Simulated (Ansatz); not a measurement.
## Single-point calculation of C$_{24}$Cl (part 2 of 3)

Continued. System: C$_{24}$Cl (slab, 25 atoms in the cell). Method: DFT PBE+D3(BJ), scalar-relativistic, plane waves, PAW, PAW set soft_1, spin-polarised (Ansatz 0.2.0); cutoff 420 eV, 6×4×1 k-mesh, Gaussian smearing of 0.05 eV, collinear spins. The structure derives from an entry of the Crystallography Open Database.

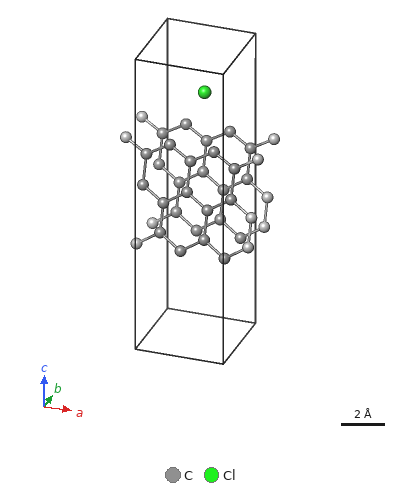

The input geometry (ball-and-stick view of the cell of the calculation, with the vacuum cut short, seen slightly off an axis; neighbours outside the cell are drawn fainter). An atom can appear more than once, as a periodic image.

### What the program printed, continued
```
SCF iter   1: F=—  HF=-7091.178647 eV  |F-HF|=—  |Δ(HF+E_count)|=         —  Δρ=3.86e-2 (↑3.69e-2 ↓3.86e-2)  dr2=9.61e1  dr2_m=1.70e-1  M=0.919 μB ∫|m|=2.234 μB  β_m=1.00  ethr=3.10e-3  p=0.000 e·Å  D=4.19e-8 V/Å  ΔV_dip=-0.00 eV  dr2_dipole=2.77e1  V_vac-E_F(+/−)=8.56/8.56 eV  ⟨swp⟩=7.8  Hψ=11015  notcnv=0  defer=257
efield: sawtooth ramp at fractional position 0.8248 (placed from the atoms, in the widest stretch of the axis that holds none; the zero of the levels goes with the place), width 0.0400; the density the first Hamiltonian is built on has a dipole p = 0.000 e·Å; the dipole correction subtracts the counter field D = 4.19e-8 V/Å, which shifts the + side's vacuum level by -0.00 eV against the − side's; the planar-averaged density in the ramp window peaks in size at 3.1e-7 e/Å³
preconditioner: auto → LDOS  [metal: Δε(μ)=0.024 eV  Ē_g=13.818 eV  σ=0.050 eV  W_gap=0.26  n_scr=112 (ndim 8)  ℏωp=13.7 eV  f_vac=0.590  D(μ)=12.25/eV (n_scr^D=62)]
spin=Collinear: LDOS preconditioning applied to the charge; magnetization (m = ρ↑ − ρ↓) channel mixes plain (no charge-response kernel on spin).
SCF iter   2: F=—  HF=-7083.923558 eV  |F-HF|=—  |Δ(HF+E_count)|=    7.26e0  Δρ=2.71e-2 (↑2.59e-2 ↓2.71e-2)  dr2=5.94e1  dr2_m=1.22e-1  M=0.994 μB ∫|m|=3.389 μB  β_m=1.00  ethr=3.10e-3  p=0.035 e·Å  D=8.32e-3 V/Å  ΔV_dip=-0.19 eV  dr2_dipole=1.88e1  V_vac-E_F(+/−)=8.15/8.33 eV  ⟨swp⟩=2.0  Hψ=4128  notcnv=0  defer=504  κ⁻¹=1.0e0(r=1)
SCF iter   3: F=—  HF=-7079.835874 eV  |F-HF|=—  |Δ(HF+E_count)|=    4.09e0  Δρ=2.02e-2 (↑1.42e-2 ↓2.02e-2)  dr2=2.98e1  dr2_m=7.66e-1  M=-0.633 μB ∫|m|=2.868 μB  β_m=0.30  ethr=3.10e-3  p=0.154 e·Å  D=3.70e-2 V/Å  ΔV_dip=-0.82 eV  dr2_dipole=1.08e1  V_vac-E_F(+/−)=6.93/7.75 eV  ⟨swp⟩=3.0  Hψ=3477  notcnv=0  defer=504  κ⁻¹=1.1e-2(r=2)
SCF iter   4: F=—  HF=-7079.122093 eV  |F-HF|=—  |Δ(HF+E_count)|=   7.14e-1  Δρ=1.32e-2 (↑8.72e-3 ↓1.32e-2)  dr2=3.88e0  dr2_m=6.01e-1  M=-0.176 μB ∫|m|=3.724 μB  β_m=0.30  ethr=3.10e-3  p=0.101 e·Å  D=2.43e-2 V/Å  ΔV_dip=-0.54 eV  dr2_dipole=1.07e0  V_vac-E_F(+/−)=7.30/7.84 eV  ⟨swp⟩=2.8  Hψ=3998  notcnv=0  defer=520  κ⁻¹=7.7e-3(r=3)
SCF iter   5: F=—  HF=-7079.411506 eV  |F-HF|=—  |Δ(HF+E_count)|=   2.89e-1  Δρ=1.38e-2 (↑8.94e-3 ↓1.38e-2)  dr2=2.75e0  dr2_m=7.05e-1  M=-0.065 μB ∫|m|=4.692 μB  β_m=0.30  ethr=3.10e-3  p=0.068 e·Å  D=1.63e-2 V/Å  ΔV_dip=-0.36 eV  dr2_dipole=4.52e-1  V_vac-E_F(+/−)=7.39/7.75 eV  ⟨swp⟩=1.0  Hψ=1822  notcnv=0  defer=520  κ⁻¹=1.8e-3(r=4)
SCF iter   6: F=—  HF=-7079.820593 eV  |F-HF|=—  |Δ(HF+E_count)|=   4.09e-1  Δρ=1.44e-2 (↑9.02e-3 ↓1.44e-2)  dr2=3.91e0  dr2_m=6.75e-1  M=0.032 μB ∫|m|=5.399 μB  β_m=0.30  ethr=2.67e-3  p=0.058 e·Å  D=1.39e-2 V/Å  ΔV_dip=-0.31 eV  dr2_dipole=6.17e-1  V_vac-E_F(+/−)=7.34/7.65 eV  ⟨swp⟩=1.0  Hψ=2058  notcnv=0  defer=520  κ⁻¹=1.9e-4(r=5)
SCF iter   7: F=—  HF=-7080.145494 eV  |F-HF|=—  |Δ(HF+E_count)|=   3.25e-1  Δρ=1.28e-2 (↑9.45e-3 ↓1.28e-2)  dr2=3.95e0  dr2_m=5.36e-1  M=-0.263 μB ∫|m|=5.897 μB  β_m=0.30  ethr=2.67e-3  p=0.033 e·Å  D=7.89e-3 V/Å  ΔV_dip=-0.18 eV  dr2_dipole=6.67e-1  V_vac-E_F(+/−)=7.34/7.51 eV  ⟨swp⟩=1.0  Hψ=2074  notcnv=0  defer=516  κ⁻¹=1.4e-4(r=6)
SCF iter   8: F=—  HF=-7080.214402 eV  |F-HF|=—  |Δ(HF+E_count)|=   6.89e-2  Δρ=1.03e-2 (↑8.62e-3 ↓1.03e-2)  dr2=2.63e0  dr2_m=3.41e-1  M=-0.341 μB ∫|m|=6.164 μB  β_m=0.30  ethr=2.67e-3  p=-0.078 e·Å  D=-1.87e-2 V/Å  ΔV_dip=0.42 eV  dr2_dipole=2.13e-1  V_vac-E_F(+/−)=7.41/6.99 eV  ⟨swp⟩=2.0  Hψ=2043  notcnv=0  defer=516  κ⁻¹=8.7e-5(r=7)
SCF iter   9: F=—  HF=-7080.367272 eV  |F-HF|=—  |Δ(HF+E_count)|=   1.53e-1  Δρ=9.13e-3 (↑8.09e-3 ↓9.13e-3)  dr2=2.42e0  dr2_m=2.32e-1  M=-0.432 μB ∫|m|=6.446 μB  β_m=0.30  ethr=2.56e-3  p=-0.138 e·Å  D=-3.31e-2 V/Å  ΔV_dip=0.74 eV  dr2_dipole=1.31e-1  V_vac-E_F(+/−)=7.43/6.69 eV  ⟨swp⟩=1.1  Hψ=2262  notcnv=0  defer=508
Mixer restart at iter 9: flushing history
spin-set hold released at iteration 9 (site moments contracting): the magnetisation degrees of freedom join the quasi-Newton model from the next iteration; the mixer history was flushed
SCF iter  10: F=—  HF=-7080.210503 eV  |F-HF|=—  |Δ(HF+E_count)|=   1.57e-1  Δρ=6.06e-3 (↑5.97e-3 ↓6.06e-3)  dr2=7.49e-1  dr2_m=1.53e-1  M=-0.339 μB ∫|m|=6.657 μB  β_m=0.49  ethr=2.35e-3  p=-0.191 e·Å  D=-4.59e-2 V/Å  ΔV_dip=1.02 eV  dr2_dipole=8.82e-2  V_vac-E_F(+/−)=7.43/6.41 eV  ⟨swp⟩=1.8  Hψ=2094  notcnv=0  defer=508
density mixer auto → msr1: a metal under ldos (density of states about μ 1.04 of a free-electron gas's, 112 screened modes)
SCF iter  11: F=—  HF=-7080.353446 eV  |F-HF|=—  |Δ(HF+E_count)|=   1.43e-1  Δρ=6.20e-3 (↑3.80e-3 ↓6.20e-3)  dr2=6.92e-1  dr2_m=1.47e-1  M=0.087 μB ∫|m|=7.425 μB  β_m=0.75  ethr=7.28e-4  p=-0.270 e·Å  D=-6.49e-2 V/Å  ΔV_dip=1.44 eV  dr2_dipole=2.23e-1  V_vac-E_F(+/−)=7.47/6.02 eV  ⟨swp⟩=2.1  Hψ=2721  notcnv=0  defer=515
SCF iter  12: F=—  HF=-7080.497632 eV  |F-HF|=—  |Δ(HF+E_count)|=   1.44e-1  Δρ=6.96e-3 (↑2.10e-3 ↓6.96e-3)  dr2=1.65e0  dr2_m=1.10e-1  M=0.111 μB ∫|m|=7.954 μB  β_m=0.87  ethr=6.72e-4  p=-0.296 e·Å  D=-7.12e-2 V/Å  ΔV_dip=1.58 eV  dr2_dipole=5.75e-1  V_vac-E_F(+/−)=7.44/5.86 eV  ⟨swp⟩=2.0  Hψ=2074  notcnv=0  defer=515
SCF iter  13: F=—  HF=-7080.581213 eV  |F-HF|=—  |Δ(HF+E_count)|=   8.36e-2  Δρ=5.84e-3 (↑2.50e-3 ↓5.84e-3)  dr2=1.69e0  dr2_m=4.82e-2  M=0.030 μB ∫|m|=8.305 μB  β_m=0.94  ethr=6.72e-4  p=-0.339 e·Å  D=-8.14e-2 V/Å  ΔV_dip=1.81 eV  dr2_dipole=5.57e-1  V_vac-E_F(+/−)=7.45/5.64 eV  ⟨swp⟩=2.0  Hψ=2096  notcnv=0  defer=516
SCF iter  14: F=—  HF=-7080.526406 eV  |F-HF|=—  |Δ(HF+E_count)|=   5.48e-2  Δρ=5.01e-3 (↑1.97e-3 ↓5.01e-3)  dr2=9.62e-1  dr2_m=4.07e-2  M=0.000 μB ∫|m|=8.202 μB  β_m=0.94  ethr=6.72e-4  p=-0.355 e·Å  D=-8.53e-2 V/Å  ΔV_dip=1.90 eV  dr2_dipole=3.23e-1  V_vac-E_F(+/−)=7.50/5.60 eV  ⟨swp⟩=2.0  Hψ=2988  notcnv=0  defer=520
SCF iter  15: F=—  HF=-7080.509373 eV  |F-HF|=—  |Δ(HF+E_count)|=   1.70e-2  Δρ=2.87e-3 (↑1.87e-3 ↓2.87e-3)  dr2=4.10e-1  dr2_m=1.50e-2  M=0.000 μB ∫|m|=8.225 μB  β_m=0.82  ethr=6.72e-4  p=-0.386 e·Å  D=-9.28e-2 V/Å  ΔV_dip=2.06 eV  dr2_dipole=1.00e-1  V_vac-E_F(+/−)=7.55/5.49 eV  ⟨swp⟩=2.1  Hψ=2974  notcnv=0  defer=520
SCF iter  16: F=—  HF=-7080.485654 eV  |F-HF|=—  |Δ(HF+E_count)|=   2.37e-2  Δρ=1.66e-3 (↑1.33e-3 ↓1.66e-3)  dr2=1.00e-1  dr2_m=8.24e-3  M=0.000 μB ∫|m|=8.187 μB  β_m=0.91  ethr=3.98e-4  p=-0.411 e·Å  D=-9.87e-2 V/Å  ΔV_dip=2.19 eV  dr2_dipole=1.56e-2  V_vac-E_F(+/−)=7.58/5.38 eV  ⟨swp⟩=2.0  Hψ=2865  notcnv=0  defer=520
SCF iter  17: F=—  HF=-7080.492206 eV  |F-HF|=—  |Δ(HF+E_count)|=   6.55e-3  Δρ=6.70e-4 (↑6.45e-4 ↓6.70e-4)  dr2=1.04e-2  dr2_m=1.21e-3  M=0.000 μB ∫|m|=8.264 μB  β_m=0.82  ethr=9.75e-5  p=-0.404 e·Å  D=-9.72e-2 V/Å  ΔV_dip=2.16 eV  dr2_dipole=4.69e-4  V_vac-E_F(+/−)=7.51/5.35 eV  ⟨swp⟩=2.1  Hψ=2811  notcnv=0  defer=512
SCF iter  18: F=—  HF=-7080.493688 eV  |F-HF|=—  |Δ(HF+E_count)|=   1.48e-3  Δρ=8.36e-4 (↑2.68e-4 ↓8.36e-4)  dr2=2.01e-2  dr2_m=1.09e-3  M=0.000 μB ∫|m|=8.271 μB  β_m=0.90  ethr=1.01e-5  p=-0.402 e·Å  D=-9.66e-2 V/Å  ΔV_dip=2.15 eV  dr2_dipole=4.53e-3  V_vac-E_F(+/−)=7.50/5.35 eV  ⟨swp⟩=2.0  Hψ=3041  notcnv=0  defer=512
SCF iter  19: F=—  HF=-7080.494081 eV  |F-HF|=—  |Δ(HF+E_count)|=   3.93e-4  Δρ=7.52e-4 (↑2.18e-4 ↓7.52e-4)  dr2=1.93e-2  dr2_m=7.31e-4  M=0.000 μB ∫|m|=8.231 μB  β_m=0.95  ethr=1.01e-5  p=-0.401 e·Å  D=-9.66e-2 V/Å  ΔV_dip=2.15 eV  dr2_dipole=2.18e-3  V_vac-E_F(+/−)=7.51/5.36 eV  ⟨swp⟩=2.2  Hψ=2376  notcnv=0  defer=512
SCF iter  20: F=—  HF=-7080.493136 eV  |F-HF|=—  |Δ(HF+E_count)|=   9.45e-4  Δρ=4.50e-4 (↑3.58e-4 ↓4.50e-4)  dr2=1.17e-2  dr2_m=1.42e-4  M=0.001 μB ∫|m|=8.176 μB  β_m=0.98  ethr=1.01e-5  p=-0.400 e·Å  D=-9.63e-2 V/Å  ΔV_dip=2.14 eV  dr2_dipole=1.87e-3  V_vac-E_F(+/−)=7.52/5.38 eV  ⟨swp⟩=2.0  Hψ=2723  notcnv=0  defer=512
SCF iter  21: F=—  HF=-7080.492943 eV  |F-HF|=—  |Δ(HF+E_count)|=   1.94e-4  Δρ=3.94e-4 (↑2.43e-4 ↓3.94e-4)  dr2=3.22e-3  dr2_m=4.10e-4  M=0.001 μB ∫|m|=8.182 μB  β_m=0.83  ethr=1.01e-5  p=-0.401 e·Å  D=-9.63e-2 V/Å  ΔV_dip=2.14 eV  dr2_dipole=7.31e-4  V_vac-E_F(+/−)=7.53/5.39 eV  ⟨swp⟩=2.0  Hψ=2457  notcnv=0  defer=512
SCF iter  22: F=—  HF=-7080.493250 eV  |F-HF|=—  |Δ(HF+E_count)|=   3.07e-4  Δρ=2.04e-4 (↑1.09e-4 ↓2.04e-4)  dr2=9.29e-4  dr2_m=1.13e-4  M=0.001 μB ∫|m|=8.209 μB  β_m=0.79  ethr=3.12e-6  p=-0.404 e·Å  D=-9.71e-2 V/Å  ΔV_dip=2.16 eV  dr2_dipole=2.87e-4  V_vac-E_F(+/−)=7.52/5.36 eV  ⟨swp⟩=2.0  Hψ=2907  notcnv=0  defer=512
SCF iter  23: F=—  HF=-7080.493321 eV  |F-HF|=—  |Δ(HF+E_count)|=   7.07e-5  Δρ=1.05e-4 (↑5.46e-5 ↓1.05e-4)  dr2=2.64e-4  dr2_m=2.52e-5  M=0.001 μB ∫|m|=8.233 μB  β_m=0.83  ethr=9.01e-7  p=-0.403 e·Å  D=-9.70e-2 V/Å  ΔV_dip=2.16 eV  dr2_dipole=3.22e-7  V_vac-E_F(+/−)=7.51/5.36 eV  ⟨swp⟩=2.0  Hψ=3029  notcnv=0  defer=511
SCF iter  24: F=—  HF=-7080.493335 eV  |F-HF|=—  |Δ(HF+E_count)|=   1.36e-5  Δρ=5.83e-5 (↑3.31e-5 ↓5.83e-5)  dr2=8.02e-5  dr2_m=8.42e-6  M=0.001 μB ∫|m|=8.235 μB  β_m=0.86  ethr=2.56e-7  p=-0.403 e·Å  D=-9.70e-2 V/Å  ΔV_dip=2.16 eV  dr2_dipole=1.99e-5  V_vac-E_F(+/−)=7.51/5.36 eV  ⟨swp⟩=2.2  Hψ=2799  notcnv=0  defer=511
SCF iter  25: F=—  HF=-7080.493542 eV  |F-HF|=—  |Δ(HF+E_count)|=   2.07e-4  Δρ=3.86e-5 (↑2.83e-5 ↓3.86e-5)  dr2=7.24e-5  dr2_m=4.07e-6  M=0.001 μB ∫|m|=8.238 μB  β_m=0.77  ethr=7.79e-8  p=-0.403 e·Å  D=-9.69e-2 V/Å  ΔV_dip=2.15 eV  dr2_dipole=2.47e-5  V_vac-E_F(+/−)=7.51/5.36 eV  ⟨swp⟩=2.0  Hψ=3106  notcnv=0  defer=511
SCF iter  26: F=—  HF=-7080.493546 eV  |F-HF|=—  |Δ(HF+E_count)|=   3.88e-6  Δρ=2.96e-5 (↑1.90e-5 ↓2.96e-5)  dr2=2.57e-5  dr2_m=2.32e-6  M=0.001 μB ∫|m|=8.238 μB  β_m=0.71  ethr=7.03e-8  p=-0.403 e·Å  D=-9.69e-2 V/Å  ΔV_dip=2.15 eV  dr2_dipole=8.52e-6  V_vac-E_F(+/−)=7.51/5.36 eV  ⟨swp⟩=2.0  Hψ=2561  notcnv=0  defer=511
SCF iter  27: F=—  HF=-7080.493550 eV  |F-HF|=—  |Δ(HF+E_count)|=   4.28e-6  Δρ=2.05e-5 (↑1.42e-5 ↓2.05e-5)  dr2=6.75e-6  dr2_m=1.49e-6  M=0.001 μB ∫|m|=8.238 μB  β_m=0.73  ethr=2.50e-8  p=-0.403 e·Å  D=-9.68e-2 V/Å  ΔV_dip=2.15 eV  dr2_dipole=1.55e-6  V_vac-E_F(+/−)=7.51/5.36 eV  ⟨swp⟩=2.0  Hψ=2843  notcnv=0  defer=511
SCF iter  28: F=—  HF=-7080.493555 eV  |F-HF|=—  |Δ(HF+E_count)|=   4.81e-6  Δρ=1.15e-5 (↑8.72e-6 ↓1.15e-5)  dr2=1.83e-6  dr2_m=4.82e-7  M=0.001 μB ∫|m|=8.241 μB  β_m=0.81  ethr=6.55e-9  p=-0.403 e·Å  D=-9.68e-2 V/Å  ΔV_dip=2.15 eV  dr2_dipole=7.19e-10  V_vac-E_F(+/−)=7.51/5.36 eV  ⟨swp⟩=2.4  Hψ=3081  notcnv=0  defer=511
SCF iter  29: F=—  HF=-7080.493556 eV  |F-HF|=—  |Δ(HF+E_count)|=   1.55e-6  Δρ=1.17e-5 (↑5.42e-6 ↓1.17e-5)  dr2=3.46e-6  dr2_m=3.91e-7  M=0.001 μB ∫|m|=8.244 μB  β_m=0.91  ethr=1.78e-9  p=-0.403 e·Å  D=-9.68e-2 V/Å  ΔV_dip=2.15 eV  dr2_dipole=1.41e-6  V_vac-E_F(+/−)=7.51/5.36 eV  ⟨swp⟩=2.8  Hψ=3155  notcnv=0  defer=511
SCF iter  30: F=—  HF=-7080.493557 eV  |F-HF|=—  |Δ(HF+E_count)|=   1.14e-6  Δρ=1.27e-5 (↑5.71e-6 ↓1.27e-5)  dr2=6.72e-6  dr2_m=3.00e-7  M=0.001 μB ∫|m|=8.243 μB  β_m=0.74  ethr=1.78e-9  p=-0.403 e·Å  D=-9.68e-2 V/Å  ΔV_dip=2.15 eV  dr2_dipole=2.42e-6  V_vac-E_F(+/−)=7.51/5.36 eV  ⟨swp⟩=2.0  Hψ=2785  notcnv=0  defer=511
SCF iter  31: F=—  HF=-7080.493557 eV  |F-HF|=—  |Δ(HF+E_count)|=   4.60e-7  Δρ=7.76e-6 (↑3.57e-6 ↓7.76e-6)  dr2=1.60e-6  dr2_m=1.56e-7  M=0.001 μB ∫|m|=8.243 μB  β_m=0.85  ethr=1.78e-9  p=-0.403 e·Å  D=-9.68e-2 V/Å  ΔV_dip=2.15 eV  dr2_dipole=4.62e-7  V_vac-E_F(+/−)=7.51/5.36 eV  ⟨swp⟩=2.0  Hψ=2903  notcnv=0  defer=511
SCF iter  32: F=—  HF=-7080.493557 eV  |F-HF|=—  |Δ(HF+E_count)|=   2.95e-7  Δρ=6.57e-6 (↑3.74e-6 ↓6.57e-6)  dr2=1.12e-6  dr2_m=1.07e-7  M=0.001 μB ∫|m|=8.242 μB  β_m=0.75  ethr=1.56e-9  p=-0.403 e·Å  D=-9.69e-2 V/Å  ΔV_dip=2.15 eV  dr2_dipole=2.91e-7  V_vac-E_F(+/−)=7.51/5.36 eV  ⟨swp⟩=2.0  Hψ=2874  notcnv=0  defer=511
SCF iter  33: F=—  HF=-7080.493558 eV  |F-HF|=—  |Δ(HF+E_count)|=   4.16e-7  Δρ=5.52e-6 (↑2.59e-6 ↓5.52e-6)  dr2=6.89e-7  dr2_m=6.64e-8  M=0.001 μB ∫|m|=8.242 μB  β_m=0.75  ethr=1.09e-9  p=-0.403 e·Å  D=-9.69e-2 V/Å  ΔV_dip=2.15 eV  dr2_dipole=9.05e-8  V_vac-E_F(+/−)=7.51/5.36 eV  ⟨swp⟩=2.0  Hψ=2911  notcnv=0  defer=511
SCF iter  34: F=—  HF=-7080.493558 eV  |F-HF|=—  |Δ(HF+E_count)|=   9.24e-8  Δρ=3.46e-6 (↑3.31e-6 ↓3.46e-6)  dr2=8.41e-7  dr2_m=7.36e-9  M=0.001 μB ∫|m|=8.243 μB  β_m=0.62  ethr=6.69e-10  p=-0.403 e·Å  D=-9.69e-2 V/Å  ΔV_dip=2.15 eV  dr2_dipole=1.22e-7  V_vac-E_F(+/−)=7.51/5.36 eV  ⟨swp⟩=2.1  Hψ=3012  notcnv=0  defer=511
SCF iter  35: F=—  HF=-7080.493558 eV  |F-HF|=—  |Δ(HF+E_count)|=   2.52e-8  Δρ=2.07e-6 (↑1.55e-6 ↓2.07e-6)  dr2=6.50e-8  dr2_m=1.91e-8  M=0.001 μB ∫|m|=8.243 μB  β_m=0.63  ethr=9.71e-11  p=-0.403 e·Å  D=-9.69e-2 V/Å  ΔV_dip=2.15 eV  dr2_dipole=2.24e-8  V_vac-E_F(+/−)=7.51/5.36 eV  ⟨swp⟩=34.9  Hψ=25276  notcnv=0
```
